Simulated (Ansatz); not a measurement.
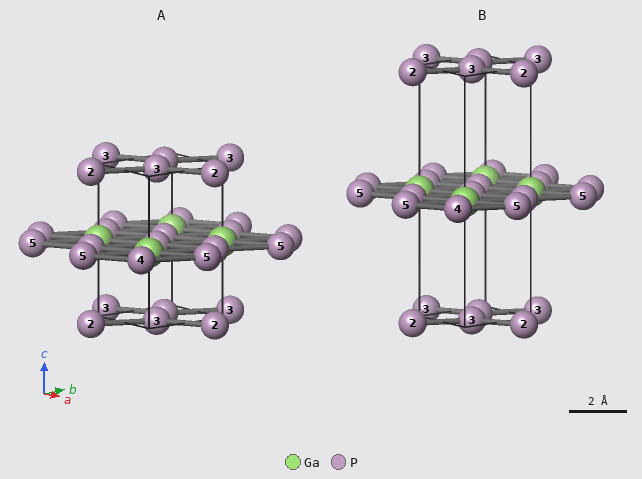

Two geometries of solid GaP4 (a generated structure, set up in P6/mmm) (coarse preliminary run), drawn at one scale. One is the start of a relaxation, the other its converged end. Style: ball-and-stick. Shown: the cell of the calculation, slightly off an axis.

These are results of DFT PBE, scalar-relativistic, plane waves, PAW (Ansatz), not measurements. Set-up: plane-wave cutoff 420 eV; k-point mesh 6 × 6 × 2; occupations gaussian; smearing width 0.1 eV; no spin polarisation; cell and atoms relaxed; force threshold 0.04 eV/Å; at most 70 steps.

Question: Which geometry has the lower energy?

Answer: Structure A is the relaxed one. Over 10 accepted moves (11 points after the start) the energy falls by 2.864 eV per cell of the calculation. All forces vanish by symmetry, so only the cell relaxes. The pressure goes from 13.27 to 0.21 GPa. The SCF was repeated once at an unchanged geometry on a basis and grid sized afresh for the cell, which shifted the energy by 10.4 meV per cell of the calculation at most. The atoms keep their places relative to the cell (all moves are under 0.005 Å). Cell: a = b 3.949 → 4.394 Å (+11.3 %), c 8.904 → 5.399 Å (−39.4 %). Volume −24.9 %. Some distances before and after: P–P 4.452 → 2.699 Å, Ga–P 2.280 → 2.537 Å, P–P 2.280 → 2.537 Å. The space group stays P6/mmm (No. 191).

Limits of the set-up: layers or molecules are held without a dispersion correction, so their spacing is unreliable.
